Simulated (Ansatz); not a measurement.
## Electronic structure of Ta6N5 (distorted or defective cell) in real space

Input

```
crystal:
  lattice:
    - [4.4252770195, -2.5549348784, 0.0]
    - [0.0, 5.1098697569, 0.0]
    - [0.0, 0.0, 5.7955432028]
  atoms:
    - { symbol: Ta, position: [0.0, 0.3333333333, 0.25] }
    - { symbol: Ta, position: [0.0, 0.3333333333, 0.75] }
    - { symbol: Ta, position: [0.6666666667, 0.6666666667, 0.25] }
    - { symbol: Ta, position: [0.6666666667, 0.6666666667, 0.75] }
    - { symbol: Ta, position: [0.3333333333, 0.0, 0.25] }
    - { symbol: Ta, position: [0.3333333333, 0.0, 0.75] }
    - { symbol: "N", position: [0.6666666667, 0.3333333333, 0.5] }
    - { symbol: "N", position: [0.3333333333, 0.6666666667, 0.0] }
    - { symbol: "N", position: [0.3333333333, 0.6666666667, 0.5] }
    - { symbol: "N", position: [0.0, 0.0, 0.0] }
    - { symbol: "N", position: [0.0, 0.0, 0.5] }
basis:
  ecutwfc: 420
  xc_grid: 2
kpoints:
  mp_grid: { grid: [6, 6, 5], shift: [0.0, 0.0, 0.0] }
hamiltonian:
  xc: pbe
scf:
  occupations: { method: gaussian, width: 0.1 }
output:
  forces: true
  stress: false
  eigenvalues: true
  write_density: true
  write_potential: true
  elf: true
  volumetric_format: npy
relax:
  adjacent_minimum: "off"
  f_tol: 0.025
  max_steps: 45
```

Command:

```sh
ansatz run input.yaml --threads 4 --pin off --max-ram 10240MiB --backend cpu --events-out ev --progress --plain --runs-dir out
```

The fields are those of the run's last geometry, not of the input's.

Computed without spin polarisation.

These are results of DFT PBE, scalar-relativistic, plane waves, PAW in Ansatz, not measurements.

In a PAW calculation such maps are meaningful between the atoms, not at the nuclei.

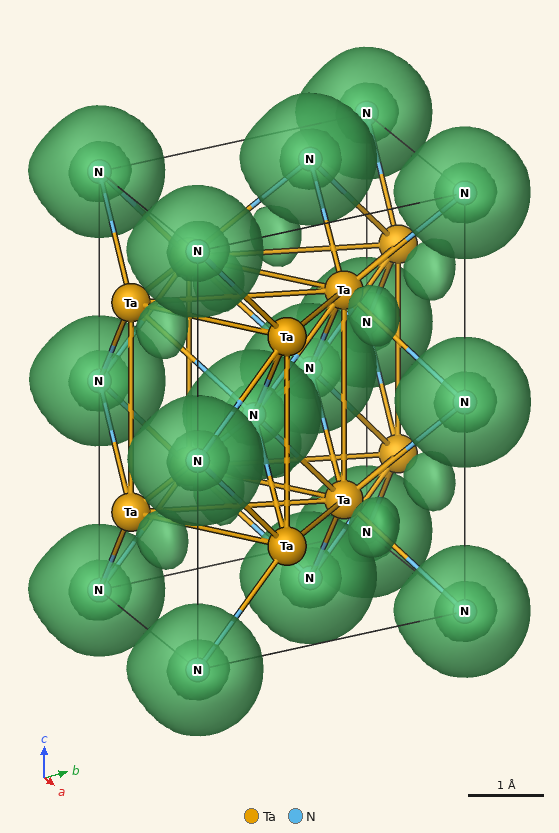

Figure 1. Isosurface of the electron localisation function at 0.65 (green), seen slightly off an axis. Core shells and regions of very low density are left out. Sticks mark near contacts.

Where are the electrons localised?

The surface consists of five regions wrapped around N (the valence shell of each) and six pockets between the atoms, centred on no nucleus (multi-centre or interstitial), counted in one cell of 11 atoms. Any copies at cell faces, edges or corners count once. Along the contacts the grid gives the following. Ta–N (2.23 Å): the ELF peaks at about 0.80 in the valence shell of N, 0.7 Å from its nucleus, and is about 0.20 at the midpoint: no shared electron pair shows on this line. Ta–Ta (2.89 Å): the ELF is about 0.35 at the midpoint.

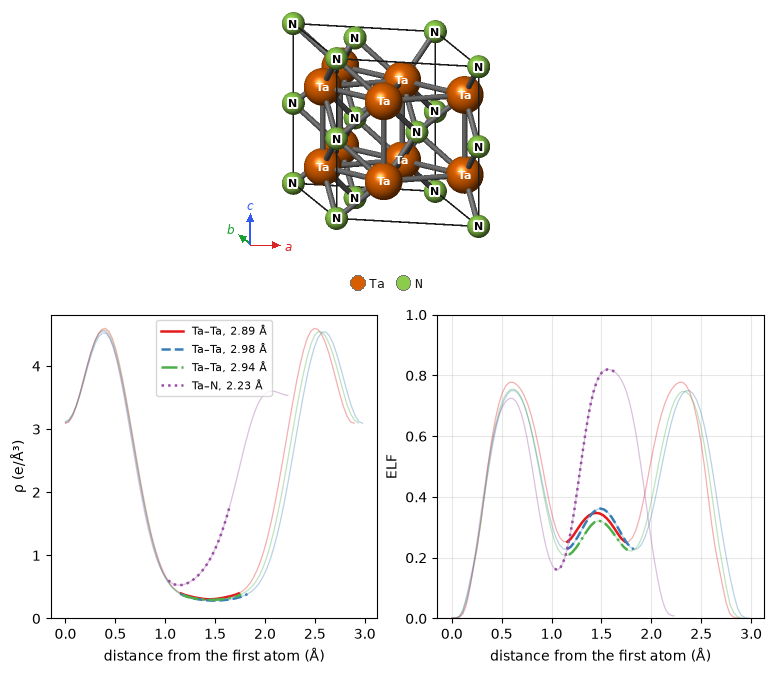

Figure 2. Valence electron density and electron localisation function along straight lines between neighbouring atoms. Thin, pale parts lie inside the atomic spheres. The structure is drawn too.

Compare the contacts.

Ta–Ta (2.89 Å): ρ at the midpoint is about 0.3 e/Å³; the ELF is about 0.35 at the midpoint.
Ta–Ta (2.98 Å): ρ at the midpoint is about 0.28 e/Å³; the ELF is about 0.35 at the midpoint.
Ta–Ta (2.94 Å): ρ is about 0.3 e/Å³ halfway; the ELF is about 0.30 at the midpoint.
Ta–N (2.23 Å): the density is about 0.53 e/Å³ at the midpoint; the ELF peaks at about 0.80 in the valence shell of N, 0.7 Å from its nucleus, and is about 0.20 at the midpoint: no shared electron pair shows on this line.

Does the calculation make it a metal, or give it a gap?

It is gapless in this calculation (a metal or semimetal).
